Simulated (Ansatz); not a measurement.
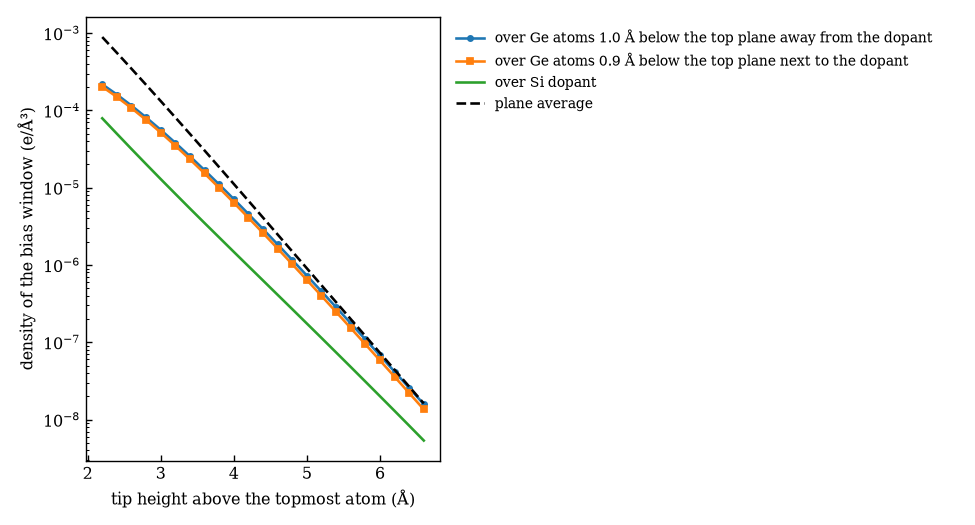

Approach curves over Ge(001) (P6_3/mmc bulk, the cell from a database of computed structures, not from a measurement, 6 atomic planes (those closer than 0.6 Å count as one), 8 Å) with one Si in place of Ge in a 2 × 2 cell at a sample bias of +0.25 V.

Model: Tersoff–Hamann, s-wave tip, no tip–sample forces. Bias windows are sharp sums over the levels of the k mesh.

The calculation used DFT PBE, scalar-relativistic, plane waves, PAW (Ansatz 0.2.0). Cutoff 420 eV, 9 × 9 k-points, Gaussian smearing 0.1 eV, dipole correction. The slab is a cut without reconstruction beyond its cell, at the source's lattice constants, with its lower half held fixed and the rest relaxed. The defects repeat every 8.0 Å and interact, so states at the Fermi level and the work function belong to this dense array. This isn't the element's usual diamond form. No spin polarisation. The run couldn't confirm all of its levels under its output density.

Question: Estimate the decay constant and the apparent barrier, and compare with the vacuum level, which the run puts 4.72 eV above zero bias.

Answer: Near 4 Å the plane average falls as exp(−2.50 z/Å), a factor of 12 per ångström, which gives an apparent barrier of 5.9 eV (0.952 eV Å² times the slope squared). The upper edge of the window lies 4.47 eV under the vacuum level. The apparent barrier is above 4.47 eV. The value exceeds even the 4.72 eV between the vacuum level and the deepest states of the window, so their depth alone doesn't explain it. States away from the zone centre decay faster, since their momentum along the surface adds to the barrier, and that may account for the rest.
